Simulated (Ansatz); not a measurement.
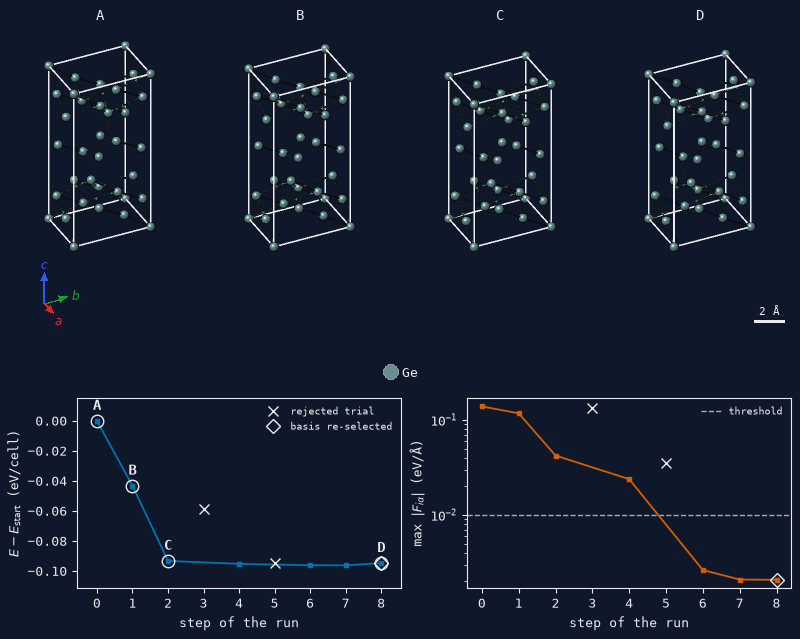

Frames of a relaxation of crystalline Ge (a generated structure, set up in R-3), marked on the history of the run. Style: ball-and-stick. Shown: the conventional cell (3 times the calculation's cell), slightly off an axis. Lengths and directions refer to the drawn axes.

Theory: DFT PBE, scalar-relativistic, plane waves, PAW in Ansatz 0.2.0. (plane-wave cutoff 420 eV; k-point mesh 6 × 6 × 6; occupations gaussian; smearing width 0.1 eV; no spin polarisation; cell and atoms relaxed; force threshold 0.01 eV/Å; at most 80 steps)

**Describe the path.**

Over 5 accepted moves (8 points after the start) the energy falls by 94.7 meV per cell of the calculation. Largest force component: 0.14 eV/Å at the start, 0.0021 eV/Å at the end. The pressure goes from 0.24 to 0.00 GPa. The line search rejected the trial steps at points 3, 5 of the run. At 1 point the geometry stayed and the basis and grid were re-selected for the new cell (energy shift of 1.5 meV per cell of the calculation at most each time). The largest moves relative to the cell, 0.17 Å, are those of Ge atoms. Cell: a = b 7.207 → 7.220 Å (+0.2 %), c 10.809 → 10.199 Å (−5.6 %). Volume −5.3 %. Some distances before and after: Ge–Ge 2.577 → 2.734 Å, Ge–Ge 2.590 → 2.652 Å, Ge–Ge 2.788 → 2.801 Å. Bond angles that change, for instance: Ge–Ge–Ge 103.8° → 94.0°, Ge–Ge–Ge 99.3° → 105.0°, Ge–Ge–Ge 80.7° → 75.0°. The space group stays R-3 (No. 148). From step 0 to 1: Ge atoms move most (0.05 Å), volume −2.3 %, energy −43.2 meV per cell of the calculation. From step 1 to 2: Ge atoms move most (0.13 Å), volume −3.3 %, energy −50.0 meV per cell of the calculation. From step 2 to 8: Ge atoms move most (0.02 Å), volume +0.3 %, energy −1.5 meV per cell of the calculation.
